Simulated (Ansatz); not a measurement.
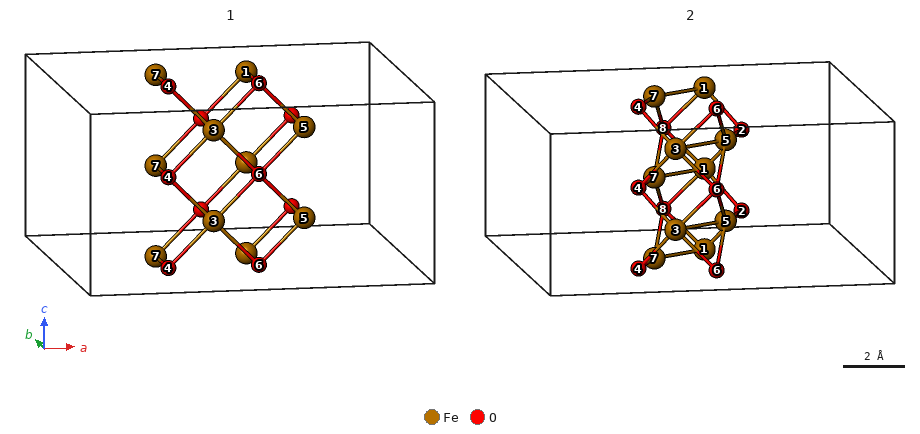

Two geometries of a wire of composition FeO, drawn at one scale. One is the start of a relaxation, the other its converged end. A ball-and-stick model of the 2 repeat of the cell, with the vacuum cut short, seen slightly off an axis.

Theory: DFT PBE, scalar-relativistic, plane waves, PAW in Ansatz 0.2.0. Set-up: plane-wave cutoff 420 eV; k-point mesh 1 × 1 × 11; occupations gaussian; smearing width 0.05 eV; collinear spin; cell relaxed at fixed a, b, alpha, beta, gamma; force threshold 0.02 eV/Å; at most 45 steps.

Which of the two is the end point?

Answer. Structure 2 is the relaxed one. Case: wire along [1 1 0], 8 atoms a period. The largest moves relative to the layer's centre, 1.32 Å, are those of Fe5 and Fe7. Largest moves by element: Fe 1.32 Å, O 1.02 Å. Along the periodic axis the drawn cell goes c 6.094 → 5.431 Å (−10.9 %). Among the contacts that change: Fe1–O6 2.154 → 3.827 Å, Fe1–Fe7 3.047 → 2.303 Å, Fe1–O2 2.154 → 1.849 Å, Fe1–O8 2.154 → 1.919 Å. New bonds form: Fe1–Fe7 (3.05 → 2.30 Å), Fe3–Fe5 (3.05 → 2.30 Å). Bonds break: Fe1–O6 (2.15 → 3.83 Å), Fe3–O8 (2.15 → 3.83 Å). Among the angles between lasting bonds that change: Fe3–O6–Fe5 180.0° → 121.8°, O4–Fe7–O8 90.0° → 140.6°, Fe3–O6–Fe5 90.0° → 68.6°. Over 16 accepted moves (18 points after the start) the energy falls by 4.430 eV per cell of the calculation. The largest force component goes from 2.4 to 0.0071 eV/Å. The SCF was repeated twice at an unchanged geometry on a basis and grid sized afresh for the cell, which shifted the energy by 18.9 meV per cell of the calculation at most. The run took 5.2 min on 4 threads of Intel(R) Xeon(R) Platinum 8488C (Sapphire Rapids) (shared host), peak memory 1.3 GiB.

Limits of the set-up: the k-point mesh is coarse for a cell with partly filled bands.
